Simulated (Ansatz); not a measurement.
System: zincblende BN, space group F-43m (No. 216), 2 atoms in the primitive cell, relaxed with r2SCAN; unstrained, cubic a = 3.610 Å. The cell is strained along x with the other two lengths held; symmetry fixes the atoms. Points keep the names of the unstrained cell; those that the strain makes unlike carry their directions on the cubic axes x, y, z. Level of theory: r2SCAN, Ansatz PAW set, no spin polarisation, no spin-orbit coupling, 12×12×12 k mesh, 500 eV cutoff; code Ansatz 0.2.0.

At 0 % the lowest conduction levels at the points plotted lie 5.00 eV (X [010]/[001]), 5.00 eV (X [100]) and 9.59 eV (Γ) above the valence top at Γ.

**How does each level move from −2.05 % to +5.73 %?**

X [010]/[001] falls by 0.58 eV, X [100] rises by 0.74 eV and Γ goes from 9.46 through a maximum of 9.59 eV near 0 % to 9.00 eV. Unstrained, the X points are equivalent. At +5.73 % the lowest conduction level is 4.44 eV at X [010]/[001] and 5.39 eV at X [100] above the valence top, a splitting of 0.95 eV, or 166 meV for each 1 % of strain on average.

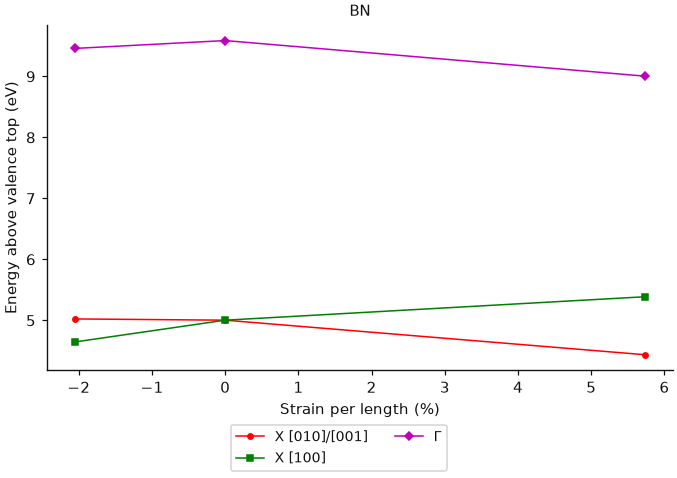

Lowest conduction level at each named k point, counted from the valence-band top at Γ.

```
 strain  X [010]/[001] (eV)  X [100] (eV)  Γ (eV)
−2.05 %                5.02          4.65    9.46
    0 %                5.00          5.00    9.59
+5.73 %                4.44          5.39    9.00
```

The strain splits the threefold valence top at Γ, and levels count from its highest part. The PAW data sets were made with another functional. LDA, GGA and most meta-GGA functionals understate gaps. The usual form of BN is layered hexagonal.
